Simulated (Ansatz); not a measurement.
# Calculations on NbAs

**1. Relaxation**

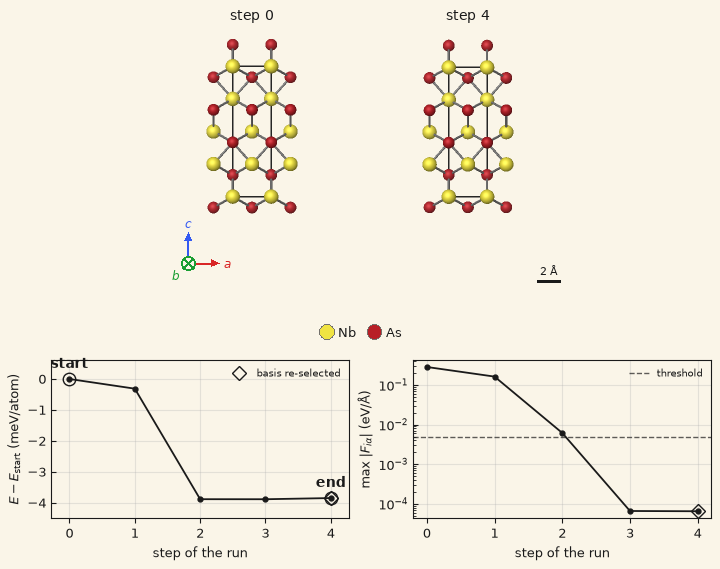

First and last geometry of a relaxation of a crystal of NbAs (set up in I4_1md), with the history of the run. Style: ball-and-stick. Shown: the conventional cell (2 times the calculation's cell), along the b axis. Lengths and directions refer to the drawn axes.

All numbers below come from DFT PBEsol, scalar-relativistic, plane waves, PAW (Ansatz). Settings: plane-wave cutoff 420 eV; k-point mesh 18 × 18 × 18; occupations gaussian; smearing width 0.1 eV; no spin polarisation; cell and atoms relaxed; force threshold 0.005 eV/Å; at most 80 steps.

Q: Read the history and describe the run.

A: It converged. The largest moves relative to the cell, 0.015 Å, are those of Nb and As atoms. By element the largest moves are As 0.015 Å, Nb 0.015 Å. The volume changes by −1.5 %, with a = b 3.452 → 3.439 Å (−0.4 %), c 11.680 → 11.593 Å (−0.7 %). Among the contacts that change: As–Nb 2.631 → 2.609 Å, As–Nb 2.596 → 2.603 Å. The space group stays I4_1md (No. 109). The energy falls by 3.8 meV per atom in 3 accepted moves (4 points after the start). Largest force component: 0.29 eV/Å at the start, under 0.0001 eV/Å at the end. Pressure: −2.37 GPa at the start and 0.00 GPa at the end. The SCF was repeated once at an unchanged geometry on a basis and grid sized afresh for the cell, which shifted the energy by less than 0.05 meV per atom at most.

**2. Relaxation**

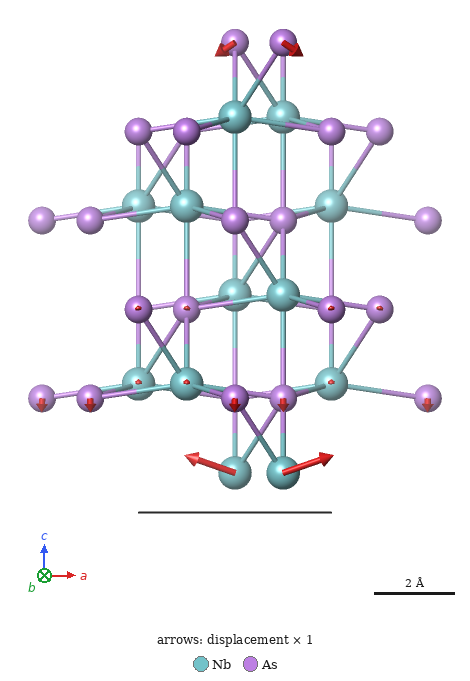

A relaxation of a slab of composition NbAs (cut from the I4_1md phase). The starting structure is drawn; red arrows show the displacements, at their true length.

A ball-and-stick model of the cell of the calculation, outlined in the plane, without the vacuum (origin shifted), seen along the b axis.

Case: (1 1 2) slab, atoms relaxed. The slab is the (1 1 2) face of NbAs.

Computed with Ansatz 0.2.0, DFT PBEsol, scalar-relativistic, plane waves, PAW. Settings: plane-wave cutoff 420 eV; k-point mesh 7 × 6 × 1; occupations gaussian; smearing width 0.1 eV; no spin polarisation; dipole correction; atoms relaxed in a fixed cell; force threshold 0.02 eV/Å; at most 60 steps.

### What did the optimiser do to the structure, and how much energy did it gain?

The largest moves relative to the layer's centre, 1.40 Å, are those of Nb atoms. Largest moves by element: Nb 1.40 Å, As 0.67 Å. The cell doesn't change. Among the contacts that change: As–Nb 4.313 → 2.767 Å, Nb–Nb 3.439 → 2.588 Å, Nb–Nb 3.370 → 2.665 Å, As–As 3.370 → 2.751 Å. New bonds form, among them: As–Nb (4.31 → 2.77 Å), Nb–Nb (3.37 → 2.67 Å), Nb–Nb (3.44 → 2.59 Å). Bond angles that change, for instance: Nb–As–Nb 135.0° → 176.1°, Nb–As–Nb 80.6° → 121.5°, Nb–As–Nb 82.5° → 56.6°. Over 11 accepted moves (12 points after the start) the energy falls by 2.444 eV per cell of the calculation. The largest force component goes from 1.8 to 0.012 eV/Å. 1 step only repeated the SCF at the same geometry.

**3. A change**

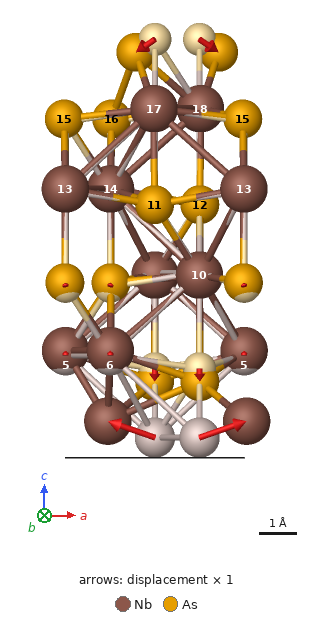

A (1 1 2) slab of NbAs as cut from the relaxed bulk, drawn pale, and a changed version of it, drawn solid. The red arrows show how the atoms are displaced, at true length. The picture is a ball-and-stick view of the cell of the calculation, outlined in the plane, without the vacuum, seen along the b axis.

The calculation used Ansatz 0.2.0, DFT PBEsol, scalar-relativistic, plane waves, PAW. Set-up: plane-wave cutoff 420 eV; occupations gaussian; smearing width 0.1 eV; no spin polarisation. The k-mesh is chosen for each cell (7×6×15, 7×6×1).

> What was done to the structure, and with what result?

The atoms of the slab are relaxed at the bulk's in-plane cell. The surface energy (mean of the two faces) falls from 3.67 to 3.03 J/m². The top spacing, between the As2 and Nb2 planes, goes from 1.88 to 1.54 Å (−18.1 %), the bottom one (Nb2 to As2) from 1.88 to 1.08 Å (−42.7 %). The lattice vectors keep their values. The largest moves relative to the layer's centre, 1.40 Å, are those of Nb atoms. By element the largest moves are Nb 1.40 Å, As 0.67 Å. Some distances before and after: Nb–Nb 3.370 → 2.665 to 4.917 Å, As–Nb 4.313 → 2.767 Å, Nb–Nb 4.815 → 3.324 Å, Nb–Nb 3.439 → 2.588 to 4.376 Å. New contacts form: As–Nb (4.31 → 2.77 Å).
